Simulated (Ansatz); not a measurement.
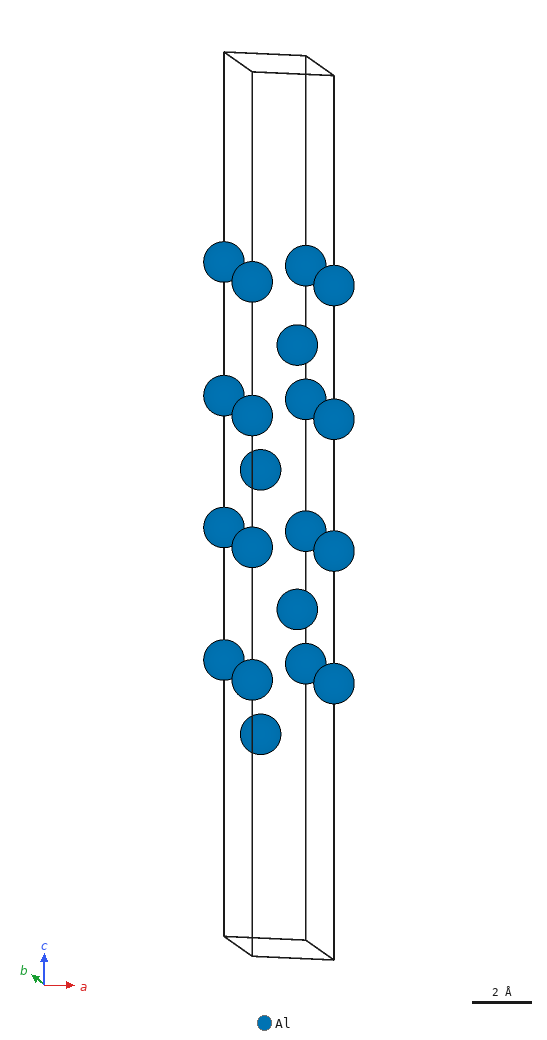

A spheres-only rendering, viewed from a general direction. The box is the simulation cell; atoms on or close to its faces, edges and corners are drawn wherever they repeat. Cell: a = 2.854 Å, b = 2.854 Å, c = 31.421 Å, α = 90.00°, β = 90.00°, γ = 120.00°.

The element is aluminium. The cell holds eight atoms.

Its origin is a structure listed in the Materials Project, from which a slab was cut. The atoms were relaxed in a fixed cell with DFT PBE, scalar-relativistic, plane waves, PAW in Ansatz 0.2.0.
